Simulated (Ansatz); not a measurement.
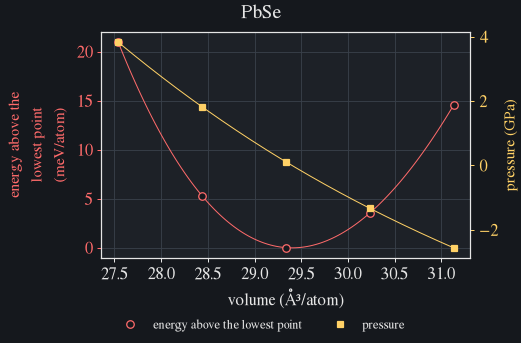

Caption: Energy above the lowest point and pressure against volume for PbSe, space group Fm-3m (No. 225) (one of a set of cubic test structures, which need not be the stable phase).

A third-order Birch–Murnaghan fit gives V0 = 29.40 Å³/atom, B0 = 50.7 GPa and B′ = 4.4. The energy above the lowest point is 21.0 meV/atom at volume 27.54 Å³/atom and 14.5 meV/atom at 31.13 Å³/atom; the lowest computed point is at volume 29.34 Å³/atom (0.0 meV/atom), and no other minimum shows among the points. The pressure falls from 3.826 GPa at volume 27.54 Å³/atom to −2.562 GPa at 31.13 Å³/atom, and changes sign near 29.41 Å³/atom.

Computed with Ansatz 0.2.0 development build: equation of state of a cubic crystal from periodic Kohn-Sham density functional theory without spin, third-order Birch-Murnaghan fit to the free energies; pressure corrected for the finite basis. Level: HSE06, no spin-orbit coupling.

- structure type: rock salt
- atoms in cell: 2
- space group number: 225
- lattice centring: face-centred primitive
- k mesh: 4×4×4
- occupation method: Fermi–Dirac
- occupation width: 0.05 eV
- wave cutoff: 700 eV
- datasets: hard PAW
- density tolerance: 0 eV
- bands: 23
- density cutoff ratio: 4
- search for lower states: default
- exchange singularity: regularized

Caveats: modest k-mesh, values are not fully converged in k; no spin-orbit coupling with 6p elements; pseudopotentials made with PBE, not this functional.
